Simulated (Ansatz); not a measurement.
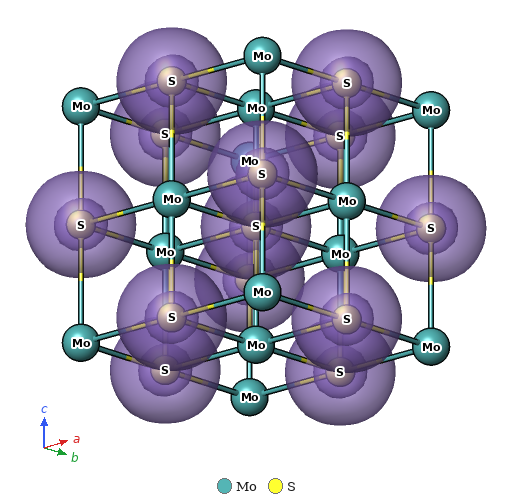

The picture shows: MoS. Isosurface of the electron localisation function at 0.65 (purple), seen at an oblique angle. Core shells and regions of very low density are left out. Sticks mark near contacts.

Space group Fm-3m; started from the rock salt prototype, which need not be the ambient phase; the program warned that a starting moment wasn't kept; spin-polarised, but the moments vanished.

These are results of DFT PBE, scalar-relativistic, plane waves, PAW in Ansatz 0.2.0, not measurements.

Describe the localisation domains.

At this value the surface marks out four regions wrapped around S (the valence shell of each), counted in one cell of 8 atoms. Any copies at cell faces, edges or corners count once. Along the contacts the grid gives the following. Mo–S (2.48 Å): the ELF peaks at about 0.85 in the valence shell of S, 0.8 Å from its nucleus, and is about 0.30 at the midpoint.

Does the calculation give a band gap?

It is gapless in this calculation (a metal or semimetal); semilocal functionals without U, or without the true magnetic order, often close the gap of such compounds.
